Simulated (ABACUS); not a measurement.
**Run report: C, single-point calculation at one volume of an equation of state (part 1 of 2)**

The run: single-point calculation at one volume of an equation of state of C (Fd-3m, 2 atoms in the cell). Method and program: Kohn-Sham DFT of a periodic cell, SCAN, SG15 ONCV 1.2 PBE, no spin polarisation (ABACUS 3.10.1).

The structure derives from an entry of the Crystallography Open Database. It belongs to a series of runs on one base structure; here: volume scaled by 1.02.

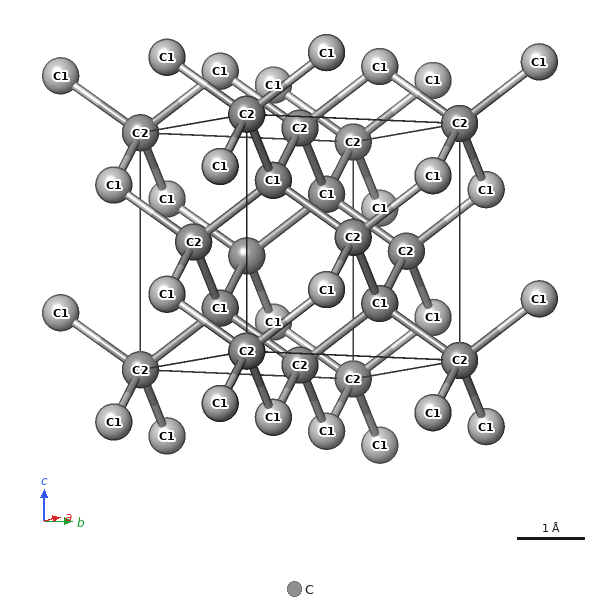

*The structure as given in the input (ball-and-stick view of the cell 4 times as large as that of the calculation, set on its symmetry axes, seen at an oblique angle; neighbours outside the cell are drawn fainter; atoms are numbered from 1 in the order of the input).*

Near neighbours in the crystal (not all of them lie inside the picture): C has 4 C at 1.55 Å.

## The input
```python
"""ABACUS run from a structure file: ASE reads it, the script writes STRU, KPT and INPUT."""
import re
import subprocess
import spglib
from ase import Atoms
from ase.io import read
from ase.units import Bohr

atoms = read("C.cif")
cell, frac, numbers = spglib.standardize_cell((atoms.cell[:], atoms.get_scaled_positions(), atoms.numbers), to_primitive=True, symprec=1e-4)
atoms = Atoms(numbers=numbers, cell=cell, scaled_positions=frac, pbc=True)  # the primitive cell
atoms = atoms[(-atoms.numbers).argsort(kind="stable")]  # ABACUS lists atoms element by element
pseudo = {'C': 'C_ONCV_PBE-1.2.upf'}
orbital = {}
magmoms = None
kmesh = [8, 8, 8]
params = {
    'suffix': 'C',
    'calculation': 'scf',
    'basis_type': 'pw',
    'pseudo_dir': './',
    'symmetry': 1,
    'dft_functional': 'scan',
    'ecutwfc': 95,
    'pseudo_rcut': 10,
    'nspin': 1,
    'nbands': 8,
    'ks_solver': 'dav',
    'smearing_method': 'fd',
    'smearing_sigma': 0.00367493,
    'scf_thr': 1e-08,
    'scf_nmax': 100,
    'mixing_type': 'broyden',
    'mixing_beta': 0.7,
    'cal_force': 1,
    'cal_stress': 1,
    'mixing_tau': 1,
    'kpar': 4,
}

symbols = atoms.get_chemical_symbols()
elements = list(dict.fromkeys(symbols))
lines = ["ATOMIC_SPECIES"] + [f"{e} {atoms.get_masses()[symbols.index(e)]:.4f} {pseudo[e]}" for e in elements]
if orbital:
    lines += ["", "NUMERICAL_ORBITAL"] + [orbital[e] for e in elements]
lines += ["", "LATTICE_CONSTANT", f"{1 / Bohr:.10f}", "", "LATTICE_VECTORS"]
lines += [" ".join(f"{x:.10f}" for x in v) for v in atoms.cell]
lines += ["", "ATOMIC_POSITIONS", "Direct"]
for e in elements:
    lines += ["", e, "0.0", str(symbols.count(e))]
    for i, p in enumerate(atoms.get_scaled_positions(wrap=False)):
        if symbols[i] == e:
            mag = "" if magmoms is None else " mag " + " ".join(str(x) for x in (magmoms[i] if isinstance(magmoms[i], list) else [magmoms[i]]))
            lines.append(" ".join(f"{x:.10f}" for x in p) + " 1 1 1" + mag)
open("STRU", "w").write("\n".join(lines) + "\n")
open("KPT", "w").write("K_POINTS\n0\nGamma\n%d %d %d 0 0 0\n" % tuple(kmesh))
open("INPUT", "w").write("INPUT_PARAMETERS\n" + "".join(f"{k:<20s}{v}\n" for k, v in params.items()))

done = subprocess.run(['mpirun', '-np', '4', 'abacus'])
if done.returncode:
    raise SystemExit(done.returncode)
log = open("OUT.C/running_scf.log").read()
print("final energy (eV):", re.findall(r"FINAL_ETOT_IS (\S+)", log))
```

## File C.cif
```
data_C
_cell_length_a 3.59036148
_cell_length_b 3.59036148
_cell_length_c 3.59036148
_cell_angle_alpha 90.00000000
_cell_angle_beta 90.00000000
_cell_angle_gamma 90.00000000
_space_group_name_H-M_alt 'Fd-3m'
_space_group_name_Hall 'F 4d 2 3 -1d'
_space_group_IT_number 227
loop_
_space_group_symop_operation_xyz
'x,y,z'
'-y+1/4,x+1/4,z+1/4'
'-x,-y+1/2,z+1/2'
'y+3/4,-x+1/4,z+3/4'
'x,-y,-z'
'-y+1/4,-x+3/4,-z+3/4'
'-x,y+1/2,-z+1/2'
'y+3/4,x+3/4,-z+1/4'
'z,x,y'
'z+1/4,-y+1/4,x+1/4'
'z+1/2,-x,-y+1/2'
'z+3/4,y+3/4,-x+1/4'
'-z,x,-y'
'-z+3/4,-y+1/4,-x+3/4'
'-z+1/2,-x,y+1/2'
'-z+1/4,y+3/4,x+3/4'
'y,z,x'
'x+1/4,z+1/4,-y+1/4'
'-y+1/2,z+1/2,-x'
'-x+1/4,z+3/4,y+3/4'
'-y,-z,x'
'-x+3/4,-z+3/4,-y+1/4'
'y+1/2,-z+1/2,-x'
'x+3/4,-z+1/4,y+3/4'
'-x+1/4,-y+1/4,-z+1/4'
'y,-x,-z'
'x+1/4,y+3/4,-z+3/4'
'-y+1/2,x,-z+1/2'
'-x+1/4,y+1/4,z+1/4'
'y,x+1/2,z+1/2'
'x+1/4,-y+3/4,z+3/4'
'-y+1/2,-x+1/2,z'
'-z+1/4,-x+1/4,-y+1/4'
'-z,y,-x'
'-z+3/4,x+1/4,y+3/4'
'-z+1/2,-y+1/2,x'
'z+1/4,-x+1/4,y+1/4'
'z+1/2,y,x+1/2'
'z+3/4,x+1/4,-y+3/4'
'z,-y+1/2,-x+1/2'
'-y+1/4,-z+1/4,-x+1/4'
'-x,-z,y'
'y+3/4,-z+3/4,x+1/4'
'x,-z+1/2,-y+1/2'
'y+1/4,z+1/4,-x+1/4'
'x+1/2,z+1/2,y'
'-y+3/4,z+3/4,x+1/4'
'-x+1/2,z,-y+1/2'
'x,y+1/2,z+1/2'
'-y+1/4,x+3/4,z+3/4'
'-x,-y,z'
'y+3/4,-x+3/4,z+1/4'
'x,-y+1/2,-z+1/2'
'-y+1/4,-x+1/4,-z+1/4'
'-x,y,-z'
'y+3/4,x+1/4,-z+3/4'
'z,x+1/2,y+1/2'
'z+1/4,-y+3/4,x+3/4'
'z+1/2,-x+1/2,-y'
'z+3/4,y+1/4,-x+3/4'
'-z,x+1/2,-y+1/2'
'-z+3/4,-y+3/4,-x+1/4'
'-z+1/2,-x+1/2,y'
'-z+1/4,y+1/4,x+1/4'
'y,z+1/2,x+1/2'
'x+1/4,z+3/4,-y+3/4'
'-y+1/2,z,-x+1/2'
'-x+1/4,z+1/4,y+1/4'
'-y,-z+1/2,x+1/2'
'-x+3/4,-z+1/4,-y+3/4'
'y+1/2,-z,-x+1/2'
'x+3/4,-z+3/4,y+1/4'
'-x+1/4,-y+3/4,-z+3/4'
'y,-x+1/2,-z+1/2'
'x+1/4,y+1/4,-z+1/4'
'-y+1/2,x+1/2,-z'
'-x+1/4,y+3/4,z+3/4'
'y,x,z'
'x+1/4,-y+1/4,z+1/4'
'-y+1/2,-x,z+1/2'
'-z+1/4,-x+3/4,-y+3/4'
'-z,y+1/2,-x+1/2'
'-z+3/4,x+3/4,y+1/4'
'-z+1/2,-y,x+1/2'
'z+1/4,-x+3/4,y+3/4'
'z+1/2,y+1/2,x'
'z+3/4,x+3/4,-y+1/4'
'z,-y,-x'
'-y+1/4,-z+3/4,-x+3/4'
'-x,-z+1/2,y+1/2'
'y+3/4,-z+1/4,x+3/4'
'x,-z,-y'
'y+1/4,z+3/4,-x+3/4'
'x+1/2,z,y+1/2'
'-y+3/4,z+1/4,x+3/4'
'-x+1/2,z+1/2,-y'
'x+1/2,y,z+1/2'
'-y+3/4,x+1/4,z+3/4'
'-x+1/2,-y+1/2,z'
'y+1/4,-x+1/4,z+1/4'
'x+1/2,-y,-z+1/2'
'-y+3/4,-x+3/4,-z+1/4'
'-x+1/2,y+1/2,-z'
'y+1/4,x+3/4,-z+3/4'
'z+1/2,x,y+1/2'
'z+3/4,-y+1/4,x+3/4'
'z,-x,-y'
'z+1/4,y+3/4,-x+3/4'
'-z+1/2,x,-y+1/2'
'-z+1/4,-y+1/4,-x+1/4'
'-z,-x,y'
'-z+3/4,y+3/4,x+1/4'
'y+1/2,z,x+1/2'
'x+3/4,z+1/4,-y+3/4'
'-y,z+1/2,-x+1/2'
'-x+3/4,z+3/4,y+1/4'
'-y+1/2,-z,x+1/2'
'-x+1/4,-z+3/4,-y+3/4'
'y,-z+1/2,-x+1/2'
'x+1/4,-z+1/4,y+1/4'
'-x+3/4,-y+1/4,-z+3/4'
'y+1/2,-x,-z+1/2'
'x+3/4,y+3/4,-z+1/4'
'-y,x,-z'
'-x+3/4,y+1/4,z+3/4'
'y+1/2,x+1/2,z'
'x+3/4,-y+3/4,z+1/4'
'-y,-x+1/2,z+1/2'
'-z+3/4,-x+1/4,-y+3/4'
'-z+1/2,y,-x+1/2'
'-z+1/4,x+1/4,y+1/4'
'-z,-y+1/2,x+1/2'
'z+3/4,-x+1/4,y+3/4'
'z,y,x'
'z+1/4,x+1/4,-y+1/4'
'z+1/2,-y+1/2,-x'
'-y+3/4,-z+1/4,-x+3/4'
'-x+1/2,-z,y+1/2'
'y+1/4,-z+3/4,x+3/4'
'x+1/2,-z+1/2,-y'
'y+3/4,z+1/4,-x+3/4'
'x,z+1/2,y+1/2'
'-y+1/4,z+3/4,x+3/4'
'-x,z,-y'
'x+1/2,y+1/2,z'
'-y+3/4,x+3/4,z+1/4'
'-x+1/2,-y,z+1/2'
'y+1/4,-x+3/4,z+3/4'
'x+1/2,-y+1/2,-z'
'-y+3/4,-x+1/4,-z+3/4'
'-x+1/2,y,-z+1/2'
'y+1/4,x+1/4,-z+1/4'
'z+1/2,x+1/2,y'
'z+3/4,-y+3/4,x+1/4'
'z,-x+1/2,-y+1/2'
'z+1/4,y+1/4,-x+1/4'
'-z+1/2,x+1/2,-y'
'-z+1/4,-y+3/4,-x+3/4'
'-z,-x+1/2,y+1/2'
'-z+3/4,y+1/4,x+3/4'
'y+1/2,z+1/2,x'
'x+3/4,z+3/4,-y+1/4'
'-y,z,-x'
'-x+3/4,z+1/4,y+3/4'
'-y+1/2,-z+1/2,x'
'-x+1/4,-z+1/4,-y+1/4'
'y,-z,-x'
'x+1/4,-z+3/4,y+3/4'
'-x+3/4,-y+3/4,-z+1/4'
'y+1/2,-x+1/2,-z'
'x+3/4,y+1/4,-z+3/4'
'-y,x+1/2,-z+1/2'
'-x+3/4,y+3/4,z+1/4'
'y+1/2,x,z+1/2'
'x+3/4,-y+1/4,z+3/4'
'-y,-x,z'
'-z+3/4,-x+3/4,-y+1/4'
'-z+1/2,y+1/2,-x'
'-z+1/4,x+3/4,y+3/4'
'-z,-y,x'
'z+3/4,-x+3/4,y+1/4'
'z,y+1/2,x+1/2'
'z+1/4,x+3/4,-y+3/4'
'z+1/2,-y,-x+1/2'
'-y+3/4,-z+3/4,-x+1/4'
'-x+1/2,-z+1/2,y'
'y+1/4,-z+1/4,x+1/4'
'x+1/2,-z,-y+1/2'
'y+3/4,z+3/4,-x+1/4'
'x,z,y'
'-y+1/4,z+1/4,x+1/4'
'-x,z+1/2,-y+1/2'
loop_
_atom_site_label
_atom_site_type_symbol
_atom_site_symmetry_multiplicity
_atom_site_Wyckoff_symbol
_atom_site_fract_x
_atom_site_fract_y
_atom_site_fract_z
_atom_site_occupancy
C1 C 8 a 0.2500000000 0.2500000000 0.2500000000 1
```

## File INPUT
```
INPUT_PARAMETERS
suffix              C
calculation         scf
basis_type          pw
pseudo_dir          ./
symmetry            1
dft_functional      scan
ecutwfc             95
pseudo_rcut         10
nspin               1
nbands              8
ks_solver           dav
smearing_method     fd
smearing_sigma      0.00367493
scf_thr             1e-08
scf_nmax            100
mixing_type         broyden
mixing_beta         0.7
cal_force           1
cal_stress          1
mixing_tau          1
kpar                4
```

## File STRU
```
ATOMIC_SPECIES
C 12.0110 C_ONCV_PBE-1.2.upf

LATTICE_CONSTANT
1.8897261258

LATTICE_VECTORS
0.0000000000 1.7951807400 1.7951807400
1.7951807400 0.0000000000 1.7951807400
1.7951807400 1.7951807400 0.0000000000

ATOMIC_POSITIONS
Direct

C
0.0
2
0.2500000000 0.2500000000 0.2500000000 1 1 1
0.0000000000 0.0000000000 -0.0000000000 1 1 1
```

## File KPT
```
K_POINTS
0
Gamma
8 8 8 0 0 0
```

Machine: 4 threads of Intel Xeon (Sapphire Rapids), 16 GiB of memory available, shared host.

Run as:
```bash
OMP_NUM_THREADS=1 python run_abacus.py > log
```

## Output
```
ABACUS v3.10.1

               Atomic-orbital Based Ab-initio Computation at UStc

 ------------------------------------------------------------------------------------

 READING GENERAL INFORMATION
                           global_out_dir = OUT.C/
                           global_in_card = INPUT
                               pseudo_dir = ./
                              orbital_dir =
                                    DSIZE = 4
                                    GSIZE = 1

 READING UNITCELL INFORMATION
                                    ntype = 1
                  lattice constant (Bohr) = 1.88973
              lattice constant (Angstrom) = 1

 READING ATOM TYPE 1
                               atom label = C
                      L=0, number of zeta = 1
                      L=1, number of zeta = 1
                      L=2, number of zeta = 1
             number of atom for this type = 2

                        TOTAL ATOM NUMBER = 2
DIRECT COORDINATES
    atom                   x                   y                   z     mag                  vx                  vy                  vz
taud_C1            0.2500000000        0.2500000000        0.2500000000  0.0000        0.0000000000        0.0000000000        0.0000000000
taud_C2            0.0000000000        0.0000000000        0.0000000000  0.0000        0.0000000000        0.0000000000        0.0000000000

                          Volume (Bohr^3) = 78.082
                             Volume (A^3) = 11.5706

 Lattice vectors: (Cartesian coordinate: in unit of a_0)
                   +0            +1.79518            +1.79518
             +1.79518                  +0            +1.79518
             +1.79518            +1.79518                  +0
 Reciprocal vectors: (Cartesian coordinate: in unit of 2 pi/a_0)
            -0.278523           +0.278523           +0.278523
            +0.278523           -0.278523           +0.278523
            +0.278523           +0.278523           -0.278523
 The esolver type has been set to : ksdft_pw

                PAO radial cut off (Bohr) = 10

 Read in pseudopotential file is C_ONCV_PBE-1.2.upf
                     pseudopotential type = NC
          exchange-correlation functional = PBE
                 nonlocal core correction = 0
                        valence electrons = 4
                                     lmax = 1
                           number of zeta = 0
                     number of projectors = 4
                           L of projector = 0
                           L of projector = 0
                           L of projector = 1
                           L of projector = 1
 XC functional updated to : scan
          exchange-correlation functional = SCAN
     initial pseudo atomic orbital number = 0

 SETUP THE ELECTRONS NUMBER
             electron number of element C = 4
       total electron number of element C = 8
            AUTOSET number of electrons:  = 8
                           occupied bands = 4
                                   NBANDS = 8
                                   NLOCAL = 18

 SETUP THE PLANE WAVE BASIS
 energy cutoff for charge/potential (unit:Ry) = 380
            fft grid for charge/potential = [ 30, 30, 30 ]
                        fft grid division = [ 1, 1, 1 ]
        big fft grid for charge/potential = [ 30, 30, 30 ]
                                     nbxx = 27000
                                     nrxx = 27000

 SETUP PLANE WAVES FOR CHARGE/POTENTIAL
                    number of plane waves = 9841
                         number of sticks = 595

 PARALLEL PW FOR CHARGE/POTENTIAL
     PROC   COLUMNS(POT)             PW
        1            595           9841
 --------------- sum -------------------
        1            595           9841
                            number of |g| = 151
                                  max |g| = 34.3659
                                  min |g| = 0

----------- Double Check Mixing Parameters Begin ------------
mixing_type: broyden
mixing_beta: 0.7
mixing_gg0: 1
mixing_gg0_min: 0.1
mixing_ndim: 8
----------- Double Check Mixing Parameters End ------------

 LATTICE VECTORS: (CARTESIAN COORDINATE: IN UNIT OF A0)
                   +0            +1.79518            +1.79518
             +1.79518                  +0            +1.79518
             +1.79518            +1.79518                  +0
                       right hand lattice = 1
                                   NORM_A = 2.53877
                                   NORM_B = 2.53877
                                   NORM_C = 2.53877
                           ALPHA (DEGREE) = 60
                           BETA  (DEGREE) = 60
                           GAMMA (DEGREE) = 60

 The lattice vectors have been changed (STRU_SIMPLE.cif)
```
